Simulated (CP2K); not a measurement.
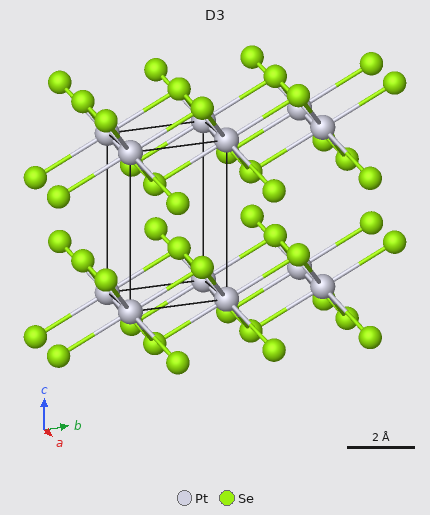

Solid PtSe$_{2}$ (set up in P-3m1), relaxed (cell and atoms) with several dispersion corrections. The picture shows the result with D3. A ball-and-stick model of the cell of the calculation, repeated 1 × 2 × 1 with one cell outlined, seen slightly off an axis.

Computed with CP2K 2026.2: PBE, GTH-PBE with UZH-DZVP basis. Settings: k-point mesh 6 × 6 × 4; occupations fermi-dirac; smearing width 0.05 eV; optimiser BFGS; no spin polarisation.

| dispersion correction | volume (Å³/atom) | a (Å) | c (Å) |
| --- | --- | --- | --- |
| none | ? | ? | ? |
| D3 | 20.111 | 3.782 | 4.847 |
| D4 | 20.146 | 3.767 | 4.899 |
| rVV10 | 21.391 | 3.776 | 5.173 |
| D3(BJ) | 20.133 | 3.767 | 4.898 |

### Estimate the missing row from the others, and compare with the calculation.

With none the volume is the largest of the series, above rVV10 (21.391). The calculation gives 25.694 Å³/atom (a = 3.757 Å, c = 6.289 Å). In order of volume: D3 < D3(BJ) < D4 < rVV10 < none; the spread is 27.8 %.

Each member starts from this one structure; whether another phase lies lower wasn't checked.

Limits of the set-up: layers or molecules are held without a dispersion correction, so their spacing is unreliable.
